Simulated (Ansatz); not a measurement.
**Geometry relaxation of TiB (part 1 of 3)**

TiB (F-43m, 2 atoms in the cell), computed with DFT, PBEsol, PAW with Ansatz's default frozen-core files, scalar-relativistic, no spin polarisation (Ansatz 0.2.0).

The structure derives from an entry of the Crystallography Open Database. It belongs to a series of runs on one base structure; here: cell and atoms relaxed, PAW files. Figures and captions count atoms from 1; the log counts them from 0 in places.

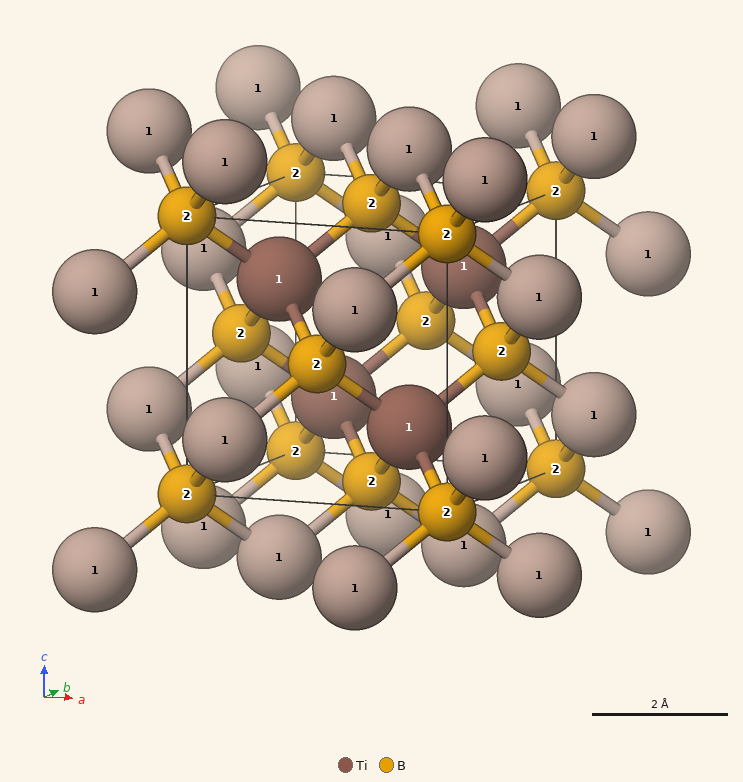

Figure 1. The input geometry (ball-and-stick view of the cell 4 times as large as that of the calculation, set on its symmetry axes, seen slightly off an axis; neighbours outside the cell are drawn fainter; atoms are numbered from 1 in the order of the input).

Summary

```json
{"quantity": "outcome", "value": "converged"}
{"quantity": "space group (tolerance 0.01 Å)", "value": "F-43m (216)"}
{"quantity": "electrons treated", "value": "15"}
{"quantity": "free energy", "value": "−2625.0267 eV"}
{"quantity": "Fermi energy", "value": "8.495 eV"}
{"quantity": "pressure", "value": "0.02 GPa"}
{"quantity": "final volume", "value": "29.54 Å³"}
{"quantity": "largest force (length of the vector) at the end", "value": "under 0.001 eV/Å"}
{"quantity": "final cell", "value": "a = 3.470 Å, b = 3.470 Å, c = 3.470 Å, α = 60.00°, β = 60.00°, γ = 60.00°"}
{"quantity": "hardware", "value": "1 thread of AMD EPYC (Zen 5), 64 GiB of memory available, shared host"}
{"quantity": "wall time", "value": "17 s"}
{"quantity": "peak memory", "value": "0.46 GiB"}
```

Input file
```yaml
crystal:
  lattice:
    - [0.0, 2.101, 2.101]
    - [2.101, 0.0, 2.101]
    - [2.101, 2.101, 0.0]
  atoms:
    - { symbol: Ti, position: [0.25, 0.25, 0.25] }
    - { symbol: B, position: [0.0, 0.0, 0.0] }
kpoints:
  mp_grid: { grid: [17, 17, 17] }
scf:
  occupations: { method: fermi_dirac, width: 0.05 }
hamiltonian:
  xc: pbesol
  pseudopotentials: { kind: paw }
output:
  forces: true
  stress: true
  write_density: true
  write_potential: true
  elf: true
  volumetric_format: npy
relax:
  f_tol: 0.005
  max_steps: 50
  cell: {}
```

Launched with:
```bash
ansatz run input.yaml --threads 1 --pin off --max-ram 2048MiB --backend cpu --events-out ev --progress --plain --runs-dir out
```

Log
```
Engine: ansatz 0.2.0, x86_64-unknown-linux-gnu
Pseudopotentials: kind: paw
Pseudopotential: Ti, paw, valence charge 12, recommended cutoff 420 eV (normal), Ti.paw.azcp
Pseudopotential: B, paw, valence charge 3, recommended cutoff 420 eV (normal), B.paw.azcp
Functional definition: PBEsol
  exchange = pbesol_x
  correlation = pbesol_c
Crystal: 2 atoms, lattice volume = 18.548 Å³
Basis set: ecut = 420 eV, 339 PW (Γ), exchange–correlation on 40×40×40 points (8 copies of the dense FFT grid, shifted against one another)
Bands: 12, of which v1, the nominal top of the filled ones, is band 8 counted from 1 (7 counted from 0)
Symmetry: 24 space group operations
Space group: F-43m (ITA 216), of the structure as read, at distance tolerance 2.6e-5 Å
k-points: 165 of 4913 (time reversal used)
Non-local potential: Ti, projectors of the file, l = 0: 3, l = 1: 2, l = 2: 3, l = 3: 1
Non-local potential: B, projectors of the file, l = 0: 2, l = 1: 2, l = 2: 1
PAW form: soft (Blöchl's): semilocal exchange-correlation on the pseudo side does not see the compensation charge
PAW frozen core: Ti, regenerated for the run's functional, and the local potential with it (the file was generated under x = pbe(κ = 0.804, μ = 0.2195149727645171), c = pbe(β = 0.06672455060314922))
PAW frozen core: B, regenerated for the run's functional, and the local potential with it (the file was generated under x = pbe(κ = 0.804, μ = 0.2195149727645171), c = pbe(β = 0.06672455060314922))
PAW one-centre angular grid: Ti, 590 points (default); XC on 64 Gauss nodes
PAW one-centre angular grid: B, 110 points (default); XC on 64 Gauss nodes
Initial density: superposition of atomic densities (neutral atoms: chi_scale 0, normalization atom), corrected by the library's trained network
Initial wavefunctions: pseudopotential atomic-orbital guess
Functional: x = pbesol(κ = 0.804, μ = 0.12345679012345678), c = pbesol(β = 0.046)
SCF iter   1: F=—  HF=-2622.304614 eV  |F-HF|=—  |Δ(HF+E_count)|=         —  Δρ=1.08e-2  dr2=2.07e-2  ethr=1.77e-3  ⟨swp⟩=4.7  Hψ=9747  notcnv=0
preconditioner: auto → none  [metal: Δε(μ)=0.030 eV  Ē_g=7.998 eV  σ=0.050 eV  W_gap=0.15  n_scr=8 (ndim 8)  ℏωp=22.8 eV  f_vac=0.000  D(μ)=0.60/eV (n_scr^D=0)  sad-step TF]
SCF iter   2: F=—  HF=-2622.301731 eV  |F-HF|=—  |Δ(HF+E_count)|=   2.88e-3  Δρ=7.05e-3  dr2=9.30e-3  ethr=1.38e-4  ⟨swp⟩=2.0  Hψ=3757  notcnv=0
SCF iter   3: F=—  HF=-2622.299414 eV  |F-HF|=—  |Δ(HF+E_count)|=   2.32e-3  Δρ=4.89e-4  dr2=2.00e-5  ethr=6.20e-5  ⟨swp⟩=2.0  Hψ=3273  notcnv=0  defer=1
SCF iter   4: F=—  HF=-2622.299419 eV  |F-HF|=—  |Δ(HF+E_count)|=   5.12e-6  Δρ=8.69e-5  dr2=6.08e-7  ethr=1.33e-7  ⟨swp⟩=2.4  Hψ=3097  notcnv=0  defer=1
iter 5 did not close the SCF: its close was put off for the readings that it lacked (scf_convergence_deferred on its scf_iter line)
SCF iter   5: F=-2622.299420 eV  HF=-2622.299420 eV  |F-HF|=1.14e-9  |Δ(HF+E_count)|=   9.58e-8  Δρ=8.70e-6  dr2=4.52e-9  ethr=4.06e-9  ⟨swp⟩=3.0  Hψ=3226  notcnv=0  defer=1
SCF iter   6: F=-2622.299420 eV  HF=-2622.299420 eV  |F-HF|=2.01e-10  |Δ(HF+E_count)|=  7.96e-10  Δρ=1.41e-6  dr2=2.00e-10  ethr=3.02e-11  ⟨swp⟩=4.7  Hψ=9211  notcnv=0
SCF 1 converged in 6 iterations: F = -2622.299420 eV  dr2 = 2.00e-10
  greatest PAW one-centre occupation: 0.999 electrons in one spin orbital (limit 2), on the Ti atom at site 0 (counted from 0), in its partial waves of l = 0
relax step   1: F+E_penalty+E_count = -2622.29941952 eV  Δ(F+E_penalty+E_count) = +0.000e0 eV  max|allowed force component| = 5.274e-16 eV/Å  Δτ_max = 0.0000 Å  P = +112.340 GPa  Ω = 18.548 Å³  (6 SCF iters, dr2 threshold 1.00e-7 eV, accepted)
Crystal: 2 atoms, lattice volume = 21.396 Å³
Basis set: ecut = 420 eV, 411 PW (Γ), exchange–correlation on 40×40×40 points (8 copies of the dense FFT grid, shifted against one another)
Initial density: handed on by an earlier stage of this run
Initial wavefunctions: those handed on with the density
iter 1 solved again at ethr=7.34e-4 eV; its pass at ethr=3.10e-3 eV (dr2=1.10e-1 eV) is discarded
SCF iter   1: F=—  HF=-2623.827456 eV  |F-HF|=—  |Δ(HF+E_count)|=         —  Δρ=2.04e-2  dr2=1.10e-1  ethr=7.34e-4  ⟨swp⟩=1.0  Hψ=14485  notcnv=0
preconditioner: auto → none  [metal: Δε(μ)=0.013 eV  Ē_g=7.152 eV  σ=0.050 eV  W_gap=0.06  n_scr=8 (ndim 8)  ℏωp=21.2 eV  f_vac=0.000  D(μ)=0.81/eV (n_scr^D=8)]
SCF iter   2: F=—  HF=-2623.801078 eV  |F-HF|=—  |Δ(HF+E_count)|=   2.64e-2  Δρ=7.57e-3  dr2=1.33e-2  ethr=7.34e-4  ⟨swp⟩=2.4  Hψ=3197  notcnv=0
SCF iter   3: F=—  HF=-2623.799049 eV  |F-HF|=—  |Δ(HF+E_count)|=   2.03e-3  Δρ=9.37e-4  dr2=7.28e-5  ethr=8.88e-5  ⟨swp⟩=2.0  Hψ=3293  notcnv=0
SCF iter   4: F=—  HF=-2623.799141 eV  |F-HF|=—  |Δ(HF+E_count)|=   9.23e-5  Δρ=1.04e-4  dr2=1.50e-6  ethr=4.85e-7  ⟨swp⟩=2.5  Hψ=2890  notcnv=0
iter 5 did not close the SCF: its close was put off for the readings that it lacked (scf_convergence_deferred on its scf_iter line)
SCF iter   5: F=-2623.799141 eV  HF=-2623.799141 eV  |F-HF|=3.57e-9  |Δ(HF+E_count)|=   4.73e-8  Δρ=1.17e-5  dr2=1.77e-8  ethr=9.97e-9  ⟨swp⟩=2.5  Hψ=3238  notcnv=0
SCF iter   6: F=-2623.799141 eV  HF=-2623.799141 eV  |F-HF|=8.28e-11  |Δ(HF+E_count)|=  8.01e-10  Δρ=1.05e-6  dr2=1.63e-10  ethr=1.18e-10  ⟨swp⟩=5.0  Hψ=9888  notcnv=0
SCF 2 converged in 6 iterations: F = -2623.799141 eV  dr2 = 1.63e-10
relax step   2: F+E_penalty+E_count = -2623.79914076 eV  Δ(F+E_penalty+E_count) = -1.500e0 eV  max|allowed force component| = 2.440e-16 eV/Å  Δτ_max = 0.0000 Å  P = +60.966 GPa  Ω = 21.396 Å³  energy of the carried Pulay correction = -2.142e-3 eV  (6 SCF iters, dr2 threshold 2.00e-7 eV, accepted)
Crystal: 2 atoms, lattice volume = 24.520 Å³
Basis set: ecut = 420 eV, 531 PW (Γ), exchange–correlation on 40×40×40 points (8 copies of the dense FFT grid, shifted against one another)
iter 1 solved again at ethr=8.01e-4 eV; its pass at ethr=3.10e-3 eV (dr2=1.20e-1 eV) is discarded
SCF iter   1: F=—  HF=-2624.654475 eV  |F-HF|=—  |Δ(HF+E_count)|=         —  Δρ=1.90e-2  dr2=1.21e-1  ethr=8.01e-4  ⟨swp⟩=1.0  Hψ=14567  notcnv=0
preconditioner: auto → none  [metal: Δε(μ)=0.024 eV  Ē_g=6.409 eV  σ=0.050 eV  W_gap=0.12  n_scr=8 (ndim 8)  ℏωp=19.8 eV  f_vac=0.000  D(μ)=1.07/eV (n_scr^D=14)]
SCF iter   2: F=—  HF=-2624.625586 eV  |F-HF|=—  |Δ(HF+E_count)|=   2.89e-2  Δρ=6.81e-3  dr2=1.39e-2  ethr=8.01e-4  ⟨swp⟩=2.1  Hψ=3153  notcnv=0
SCF iter   3: F=—  HF=-2624.622895 eV  |F-HF|=—  |Δ(HF+E_count)|=   2.69e-3  Δρ=8.36e-4  dr2=7.31e-5  ethr=9.25e-5  ⟨swp⟩=2.0  Hψ=3295  notcnv=0
SCF iter   4: F=—  HF=-2624.622947 eV  |F-HF|=—  |Δ(HF+E_count)|=   5.21e-5  Δρ=9.48e-5  dr2=1.36e-6  ethr=4.88e-7  ⟨swp⟩=2.1  Hψ=2846  notcnv=0
iter 5 did not close the SCF: its close was put off for the readings that it lacked (scf_convergence_deferred on its scf_iter line)
SCF iter   5: F=-2624.622947 eV  HF=-2624.622947 eV  |F-HF|=9.11e-10  |Δ(HF+E_count)|=   2.26e-7  Δρ=1.06e-5  dr2=1.52e-8  ethr=9.06e-9  ⟨swp⟩=2.9  Hψ=3282  notcnv=0
SCF iter   6: F=-2624.622947 eV  HF=-2624.622947 eV  |F-HF|=7.37e-11  |Δ(HF+E_count)|=   1.46e-9  Δρ=1.03e-6  dr2=1.49e-10  ethr=1.01e-10  ⟨swp⟩=5.1  Hψ=9986  notcnv=0
SCF 3 converged in 6 iterations: F = -2624.622947 eV  dr2 = 1.49e-10
relax step   3: F+E_penalty+E_count = -2624.62294718 eV  Δ(F+E_penalty+E_count) = -8.238e-1 eV  max|allowed force component| = 4.186e-16 eV/Å  Δτ_max = 0.0000 Å  P = +26.464 GPa  Ω = 24.520 Å³  energy of the carried Pulay correction = -4.170e-3 eV  (6 SCF iters, dr2 threshold 2.00e-7 eV, accepted)
Crystal: 2 atoms, lattice volume = 27.602 Å³
Basis set: ecut = 420 eV, 537 PW (Γ), exchange–correlation on 40×40×40 points (8 copies of the dense FFT grid, shifted against one another)
iter 1 solved again at ethr=6.99e-4 eV; its pass at ethr=3.10e-3 eV (dr2=1.05e-1 eV) is discarded
SCF iter   1: F=—  HF=-2624.931255 eV  |F-HF|=—  |Δ(HF+E_count)|=         —  Δρ=1.62e-2  dr2=1.06e-1  ethr=6.99e-4  ⟨swp⟩=1.0  Hψ=14582  notcnv=0
preconditioner: auto → none  [metal: Δε(μ)=0.023 eV  Ē_g=5.824 eV  σ=0.050 eV  W_gap=0.11  n_scr=8 (ndim 8)  ℏωp=18.7 eV  f_vac=0.000  D(μ)=1.32/eV (n_scr^D=14)]
SCF iter   2: F=—  HF=-2624.906613 eV  |F-HF|=—  |Δ(HF+E_count)|=   2.46e-2  Δρ=5.51e-3  dr2=1.11e-2  ethr=6.99e-4  ⟨swp⟩=2.3  Hψ=3136  notcnv=0
SCF iter   3: F=—  HF=-2624.904273 eV  |F-HF|=—  |Δ(HF+E_count)|=   2.34e-3  Δρ=6.77e-4  dr2=6.05e-5  ethr=7.42e-5  ⟨swp⟩=2.0  Hψ=3195  notcnv=0
SCF iter   4: F=—  HF=-2624.904264 eV  |F-HF|=—  |Δ(HF+E_count)|=   8.83e-6  Δρ=8.11e-5  dr2=9.44e-7  ethr=4.03e-7  ⟨swp⟩=2.0  Hψ=2684  notcnv=0
iter 5 did not close the SCF: its close was put off for the readings that it lacked (scf_convergence_deferred on its scf_iter line)
SCF iter   5: F=-2624.904265 eV  HF=-2624.904265 eV  |F-HF|=1.17e-9  |Δ(HF+E_count)|=   3.82e-7  Δρ=1.00e-5  dr2=1.61e-8  ethr=6.29e-9  ⟨swp⟩=2.7  Hψ=3057  notcnv=0
SCF iter   6: F=-2624.904265 eV  HF=-2624.904265 eV  |F-HF|=4.55e-13  |Δ(HF+E_count)|=   3.41e-9  Δρ=6.57e-7  dr2=5.57e-11  ethr=1.07e-10  ⟨swp⟩=5.0  Hψ=9881  notcnv=0
SCF 4 converged in 6 iterations: F = -2624.904265 eV  dr2 = 5.57e-11
relax step   4: F+E_penalty+E_count = -2624.90426462 eV  Δ(F+E_penalty+E_count) = -2.813e-1 eV  max|allowed force component| = 3.666e-16 eV/Å  Δτ_max = 0.0000 Å  P = +4.364 GPa  Ω = 27.602 Å³  energy of the carried Pulay correction = -5.906e-3 eV  (6 SCF iters, dr2 threshold 2.00e-7 eV, accepted)
Crystal: 2 atoms, lattice volume = 28.387 Å³
iter 1 solved again at ethr=3.62e-5 eV; its pass at ethr=3.10e-3 eV (dr2=5.42e-3 eV) is discarded
SCF iter   1: F=—  HF=-2624.915618 eV  |F-HF|=—  |Δ(HF+E_count)|=         —  Δρ=3.69e-3  dr2=5.74e-3  ethr=3.62e-5  ⟨swp⟩=1.0  Hψ=13751  notcnv=0
preconditioner: auto → none  [metal: Δε(μ)=0.010 eV  Ē_g=5.747 eV  σ=0.050 eV  W_gap=0.05  n_scr=8 (ndim 8)  ℏωp=18.4 eV  f_vac=0.000  D(μ)=1.40/eV (n_scr^D=14)]
SCF iter   2: F=—  HF=-2624.914271 eV  |F-HF|=—  |Δ(HF+E_count)|=   1.35e-3  Δρ=1.24e-3  dr2=5.93e-4  ethr=3.62e-5  ⟨swp⟩=2.2  Hψ=2410  notcnv=0
SCF iter   3: F=—  HF=-2624.914144 eV  |F-HF|=—  |Δ(HF+E_count)|=   1.27e-4  Δρ=1.51e-4  dr2=3.27e-6  ethr=3.95e-6  ⟨swp⟩=2.0  Hψ=2535  notcnv=0
SCF iter   4: F=—  HF=-2624.914097 eV  |F-HF|=—  |Δ(HF+E_count)|=   4.67e-5  Δρ=1.98e-5  dr2=5.46e-8  ethr=2.18e-8  ⟨swp⟩=2.1  Hψ=2631  notcnv=0
iter 5 did not close the SCF: its close was put off for the readings that it lacked (scf_convergence_deferred on its scf_iter line)
SCF iter   5: F=-2624.914097 eV  HF=-2624.914097 eV  |F-HF|=1.64e-10  |Δ(HF+E_count)|=   2.81e-8  Δρ=2.48e-6  dr2=1.10e-9  ethr=3.64e-10  ⟨swp⟩=2.5  Hψ=2798  notcnv=0
SCF iter   6: F=-2624.914097 eV  HF=-2624.914097 eV  |F-HF|=9.09e-13  |Δ(HF+E_count)|=  2.36e-10  Δρ=1.40e-7  dr2=3.07e-12  ethr=7.34e-12  ⟨swp⟩=4.6  Hψ=9010  notcnv=0
SCF 5 converged in 6 iterations: F = -2624.914097 eV  dr2 = 3.07e-12
relax step   5: F+E_penalty+E_count = -2624.91409745 eV  Δ(F+E_penalty+E_count) = -9.833e-3 eV  max|allowed force component| = 4.025e-16 eV/Å  Δτ_max = 0.0000 Å  P = -0.126 GPa  Ω = 28.387 Å³  energy of the carried Pulay correction = -6.314e-3 eV  (6 SCF iters, dr2 threshold 2.00e-7 eV, accepted)
Crystal: 2 atoms, lattice volume = 28.364 Å³
iter 1 solved again at ethr=3.11e-8 eV; its pass at ethr=3.10e-3 eV (dr2=4.66e-6 eV) is discarded
SCF iter   1: F=—  HF=-2624.914165 eV  |F-HF|=—  |Δ(HF+E_count)|=         —  Δρ=1.04e-4  dr2=4.54e-6  ethr=3.11e-8  ⟨swp⟩=2.4  Hψ=12464  notcnv=0
preconditioner: auto → none  [metal: Δε(μ)=0.005 eV  Ē_g=5.769 eV  σ=0.050 eV  W_gap=0.02  n_scr=8 (ndim 8)  ℏωp=18.4 eV  f_vac=0.000  D(μ)=1.41/eV (n_scr^D=14)]
SCF iter   2: F=—  HF=-2624.914118 eV  |F-HF|=—  |Δ(HF+E_count)|=   4.68e-5  Δρ=3.54e-5  dr2=4.77e-7  ethr=3.02e-8  ⟨swp⟩=2.3  Hψ=2449  notcnv=0
iter 3 did not close the SCF: its close was put off for the readings that it lacked (scf_convergence_deferred on its scf_iter line)
SCF iter   3: F=-2624.914118 eV  HF=-2624.914118 eV  |F-HF|=5.07e-10  |Δ(HF+E_count)|=   9.93e-8  Δρ=4.24e-6  dr2=2.55e-9  ethr=3.18e-9  ⟨swp⟩=2.0  Hψ=2533  notcnv=0
iter 4 did not close the SCF: its close was put off for the readings that it lacked (scf_convergence_deferred on its scf_iter line)
SCF iter   4: F=-2624.914118 eV  HF=-2624.914118 eV  |F-HF|=4.09e-12  |Δ(HF+E_count)|=  9.02e-10  Δρ=7.10e-7  dr2=7.26e-11  ethr=1.70e-11  ⟨swp⟩=2.4  Hψ=2914  notcnv=0
iter 5 did not close the SCF: its close was put off for the readings that it lacked (scf_convergence_deferred on its scf_iter line)
SCF iter   5: F=-2624.914118 eV  HF=-2624.914118 eV  |F-HF|=9.09e-13  |Δ(HF+E_count)|=  2.64e-11  Δρ=9.03e-8  dr2=1.57e-12  ethr=1.00e-12  ⟨swp⟩=1.9  Hψ=2243  notcnv=0
SCF iter   6: F=-2624.914118 eV  HF=-2624.914118 eV  |F-HF|=0.00e0  |Δ(HF+E_count)|=  1.36e-12  Δρ=7.06e-9  dr2=1.14e-14  ethr=1.00e-12  ⟨swp⟩=3.4  Hψ=7210  notcnv=0
SCF 6 converged in 6 iterations: F = -2624.914118 eV  dr2 = 1.14e-14
relax step   6: F+E_penalty+E_count = -2624.91411806 eV  Δ(F+E_penalty+E_count) = -2.060e-5 eV  max|allowed force component| = 3.816e-16 eV/Å  Δτ_max = 0.0000 Å  P = -0.001 GPa  Ω = 28.364 Å³  energy of the carried Pulay correction = -6.302e-3 eV  (6 SCF iters, accepted)
Basis set: ecut = 420 eV, 537 PW (Γ), exchange–correlation on 48×48×48 points (8 copies of the dense FFT grid, shifted against one another)
Initial wavefunctions: pseudopotential atomic-orbital guess (no wavefunctions were taken with the density)
iter 1 solved again at ethr=3.16e-6 eV; its pass at ethr=3.10e-3 eV (dr2=4.74e-4 eV) is discarded
SCF iter   1: F=—  HF=-2625.010055 eV  |F-HF|=—  |Δ(HF+E_count)|=         —  Δρ=2.84e-3  dr2=4.54e-4  ethr=3.16e-6  ⟨swp⟩=2.0  Hψ=13781  notcnv=0
preconditioner: auto → none  [metal: Δε(μ)=0.005 eV  Ē_g=5.763 eV  σ=0.050 eV  W_gap=0.02  n_scr=8 (ndim 8)  ℏωp=18.4 eV  f_vac=0.000  D(μ)=1.41/eV (n_scr^D=14)]
SCF iter   2: F=—  HF=-2625.009794 eV  |F-HF|=—  |Δ(HF+E_count)|=   2.62e-4  Δρ=1.18e-3  dr2=6.34e-5  ethr=3.02e-6  ⟨swp⟩=2.0  Hψ=3960  notcnv=0
SCF iter   3: F=—  HF=-2625.009872 eV  |F-HF|=—  |Δ(HF+E_count)|=   7.86e-5  Δρ=1.76e-4  dr2=1.80e-6  ethr=4.23e-7  ⟨swp⟩=2.0  Hψ=3225  notcnv=0
SCF iter   4: F=—  HF=-2625.009875 eV  |F-HF|=—  |Δ(HF+E_count)|=   2.29e-6  Δρ=2.33e-5  dr2=1.24e-7  ethr=1.20e-8  ⟨swp⟩=2.0  Hψ=3221  notcnv=0
SCF iter   5: F=—  HF=-2625.009875 eV  |F-HF|=—  |Δ(HF+E_count)|=   1.79e-8  Δρ=8.70e-7  dr2=1.41e-10  ethr=8.25e-10  ⟨swp⟩=2.1  Hψ=2352  notcnv=0
SCF iter   6: F=-2625.009875 eV  HF=-2625.009875 eV  |F-HF|=1.09e-11  |Δ(HF+E_count)|=    0.00e0  Δρ=2.18e-7  dr2=1.60e-11  ethr=1.00e-12  ⟨swp⟩=6.0  Hψ=7875  notcnv=0
SCF 7 converged in 6 iterations: F = -2625.009875 eV  dr2 = 1.60e-11
relax step   7: F+E_penalty+E_count = -2625.00987462 eV  Δ(F+E_penalty+E_count) = -9.576e-2 eV  max|allowed force component| = 3.678e-16 eV/Å  Δτ_max = 0.0000 Å  P = +4.714 GPa  Ω = 28.364 Å³  stress off target by 4.71e0 GPa  SCF on the basis re-selected at this cell (its energy is not comparable with the rows above)  (6 SCF iters)
basis re-selected at this cell: Δ(F+E_penalty+E_count) = -9.576e-2 eV, ΔP = +4.715 GPa vs the last step (what re-selecting the basis moved, of the pressure what is left beyond the Pulay correction that the steps carried, after the strain that the cell walked since its last selection, with what the two solves' SCF thresholds leave and, on support functions, any second-order correction that the steps lacked; it is no measure of the basis error at this ecutwfc). The dense FFT grid was sized anew with the basis: this SCF ran on 24×24×24 points, the steps before it on 20×20×20, so part of this shift can come from that change (see relax.cell in the input reference). This SCF's stress stands 4.71e0 GPa from its target on what of the cell is left free (relax.cell.stress_tol is 5.00e-2 GPa) and its largest allowed force component is 3.68e-16 eV/Å (relax.f_tol is 5.00e-3 eV/Å): not within both, so this SCF does not close the relaxation
Crystal: 2 atoms, lattice volume = 29.242 Å³
iter 1 solved again at ethr=4.59e-5 eV; its pass at ethr=3.10e-3 eV (dr2=6.88e-3 eV) is discarded
```
